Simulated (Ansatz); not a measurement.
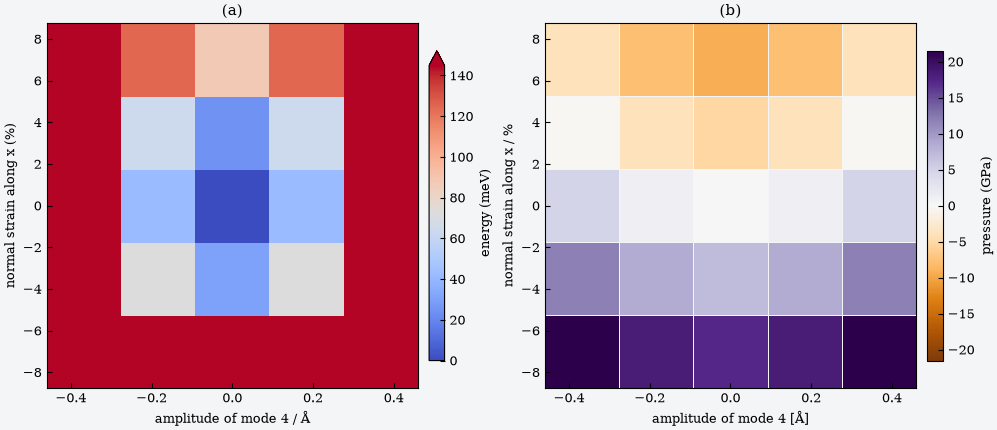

Au (P6_3/mmc, No. 194; 2 atoms in the cell). The energy is mapped over a normal mode and a strain (zone-centre modes of the 2-atom cell of this scan) (x along [1 0 0], y along [1 2 0], z along [0 0 1] of the conventional cell). Coordinates scanned: (1) amplitude of mode 4 (39 cm⁻¹), largest displacement in the unstrained cell; (2) normal strain along x. Nothing is relaxed (the pattern is fixed in fractional coordinates). Grid: 5 × 5 points; 15 points were computed and 10 follow by symmetry. Points are written as (first, second). All energies are given in meV per cell relative to the lowest grid point. All numbers below come from DFT PBEsol, scalar-relativistic, plane waves, PAW (Ansatz). Settings: cutoff 420 eV, k-mesh 18×18×10 in the order of the run's cell vectors, gaussian smearing 0.15 eV, no spin polarisation.

Panel (a) is the energy and panel (b) the computed pressure on the same grid.

The picture shows one coloured cell a grid point, one colour for all values above the top of the scale.

How does the pressure vary over the map, and what is it at the lowest grid point?

It runs from −9.3 GPa at (0.000 Å, 7.0 %) to 21.5 GPa at (−0.368 Å, −7.0 %). At the lowest grid point, (0.000 Å, 0.0 %), it is 0.0 GPa.
